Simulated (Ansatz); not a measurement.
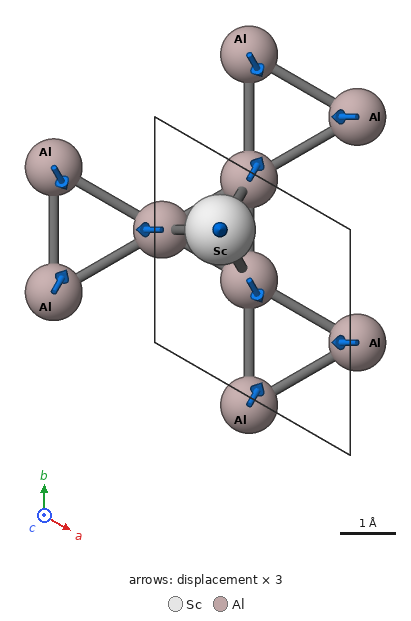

A relaxation of crystalline ScAl$_{3}$ (a generated structure, set up in P3m1) (coarse preliminary run). The starting structure is drawn; blue arrows show the displacements (the part carried along by the change of the cell is left out), magnified 3 times.

Style: ball-and-stick. Shown: the cell of the calculation, along the c axis.

Theory: DFT PBE, scalar-relativistic, plane waves, PAW in Ansatz 0.2.0. Settings: plane-wave cutoff 420 eV; k-point mesh 6 × 6 × 4; occupations gaussian; smearing width 0.1 eV; no spin polarisation; cell and atoms relaxed; force threshold 0.04 eV/Å; at most 70 steps.

Atoms of which element are displaced furthest, and by how much?

Scandium: up to 0.44 Å, against 0.22 Å for aluminium.

Describe the change and its energy.

After 8 accepted moves (10 points after the start) the energy has fallen by 3127 meV per atom. The largest force component goes from 18 to 0.0042 eV/Å. Pressure: 74.89 GPa at the start and −0.01 GPa at the end. At 2 points the geometry stayed and the basis and grid were re-selected for the new cell (energy shift of 38.4 meV per atom at most each time). The largest move relative to the cell is that of the Sc atom, 0.44 Å along +c. Largest moves by element: Sc 0.44 Å, Al 0.22 Å. The drawn cell changes as follows: a = b 4.153 → 5.245 Å (+26.3 %), c 5.062 → 5.090 Å (+0.5 %); the volume changes by +60.3 %. Among the contacts that change: Al–Al 1.853 → 2.620 Å, Al–Sc 2.220 → 2.960 Å, Al–Sc 3.296 → 2.960 Å, Al–Al 2.300 → 2.625 Å. Bond angles that change, for instance: Al–Sc–Al 132.2° → 118.6°, Sc–Al–Sc 132.2° → 118.6°, Sc–Al–Al 106.3° → 116.3°. The space group (tolerance 0.01 Å) goes from P3m1 (No. 156) to P-6m2 (No. 187). The run took 2.3 min on 1 thread of Intel(R) Xeon(R) Processor @ 2.50GHz (Skylake/Cascade Lake), on a shared host, peak memory 0.39 GiB.
